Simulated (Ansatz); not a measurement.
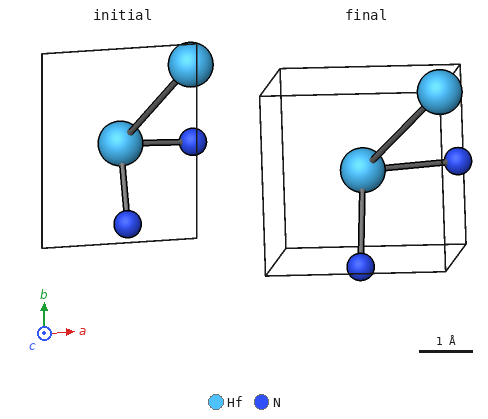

The structure of crystalline HfN (set up in P1) before (left) and after (right) a relaxation, at one scale.

Style: ball-and-stick. Shown: the cell of the calculation, reduced to other axes, along the c axis. Lengths and directions refer to the drawn axes.

Case: all atoms moved at random, sigma 0.25 Å for each component, cell strained at random, sigma 0.1; relaxed back.

Computed with DFT PBEsol, scalar-relativistic, plane waves, PAW (Ansatz). (plane-wave cutoff 420 eV; k-point mesh 10 × 10 × 8; occupations gaussian; smearing width 0.15 eV; no spin polarisation; cell and atoms relaxed; force threshold 0.01 eV/Å; at most 80 steps)

Q: Describe what moved and what it gained.

A: Over 12 accepted moves (14 points after the start) the energy falls by 9.565 eV per cell of the calculation. The largest force component goes from 18 to 0.00038 eV/Å. Pressure: 89.22 GPa at the start and 0.02 GPa at the end. At 2 points the geometry stayed and the basis and grid were re-selected for the new cell (energy shift of 0.106 eV per cell of the calculation at most each time). The atom that moves furthest relative to the cell is a Hf atom (0.56 Å along [1 3 2]). By element the largest moves are Hf 0.56 Å, N 0.39 Å. The drawn cell changes as follows: a 3.004 → 3.444 Å (+14.6 %), b 3.786 → 3.445 Å (−9.0 %), c 4.925 → 4.858 Å (−1.3 %), α 78.1° → 90.0°, β 79.4° → 90.0°, γ 84.2° → 90.0°; the volume changes by +7.2 %. Among the contacts that change: Hf–Hf 4.798 → 3.441 Å, Hf–N 3.314 → 2.108 Å, Hf–Hf 4.172 → 3.440 Å, Hf–Hf 2.795 → 3.440 Å. New bonds form: Hf–N (3.31 → 2.11 Å). Bond angles that change, for instance: Hf–N–Hf 73.5° → 109.4°, Hf–N–Hf 130.3° → 109.4°, Hf–N–Hf 91.8° → 109.4°. Within 0.06 Å the space group is P1 at the start and F-43m at the end; at a tighter tolerance small leftover displacements or strains of the cell lower it. The run took 18 min on 1 thread of Oxide Virtual Turin-like Processor (Zen 5), on a shared host, peak memory 0.99 GiB.
